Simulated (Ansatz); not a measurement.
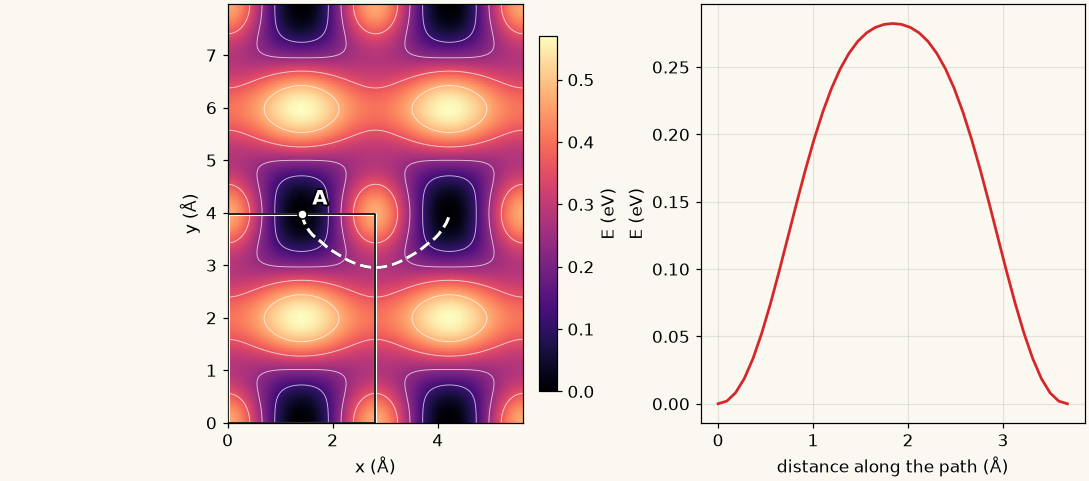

Au on an Al(110) slab cut from the Fm-3m phase, its upper half relaxed before the scan (16 atoms of substrate and one adsorbate in a 2 × 2 cell). Au is moved over the surface cell at a fixed height above a rigid substrate; the origin of the map has the adsorbate above Al13; the height is held at 2.20 Å. Places are given modulo a cell vector. The map is drawn in real space over the plane of the surface. The grid has 6 × 8 points; 20 points were computed and 28 follow by symmetry. Places are given in fractions of the 1 × 1 surface cell. All energies are given in eV relative to the lowest grid point. The runs have no spin polarisation, so an open-shell adsorbate far from the surface lies too high. At a fixed height the lowest place need not be the adsorption site. Theory: DFT PBE+D3(BJ), scalar-relativistic, plane waves, PAW in Ansatz 0.2.0. Settings: cutoff 420 eV, k-mesh 5×4×1, gaussian smearing 0.1 eV, no spin polarisation.

The picture shows a smooth colour map with a few white contour lines, a line along the lowest path, the outline of one cell of the 2 × 2 shown, the energy along the path at the right, the start A. Between grid points the surface is interpolated.

Question: Describe the path and its barrier.

Answer: The easiest path leads from the well at a bridge site between two Al atoms, (3/6, 0/8) of the cell vectors to its copy one period on. Its highest point lies about 0.28 eV above the bottom of the first well on the interpolated surface, at (0/6, 6/8) of the cell vectors [nearest 1 Al at 2.41 Å]. This is the barrier on the constrained surface; relaxing the other coordinates would change it.
